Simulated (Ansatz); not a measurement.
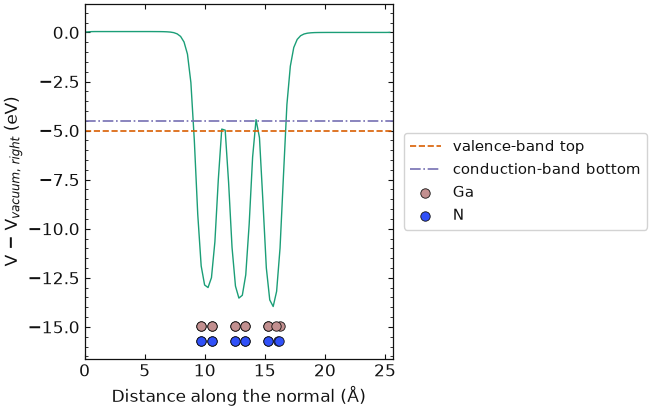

Plane-averaged electrostatic potential energy of an electron across the slab; circles at the bottom mark the heights of the atoms.

System: a (100) slab cut from GaN (P6_3mc), ended by GaN planes, 24 atoms in the cell, the slab at its places in the relaxed adsorbed structure.

Ansatz 0.2.0; DFT PBE+D3(BJ), scalar-relativistic, plane waves, PAW, no spin polarisation, 3×3×1 k mesh, Gaussian smearing of 0.05 eV.

**What are the ionisation potential and the electron affinity of the slab?**

From the vacuum level at the right face the ionisation potential is 5.00 eV and the electron affinity 4.52 eV; the left face gives the same. The slab's gap, their difference before rounding, is 0.48 eV. The two vacuum levels agree, so the slab has no net dipole along its normal.

**How thick are slab and vacuum?**

The outermost atoms are 6.5 Å apart, which leaves 19.2 Å of vacuum in a cell 25.7 Å high.

The atoms aren't at rest in this cell (largest force 2.7 eV/Å), so the relaxed material can differ.
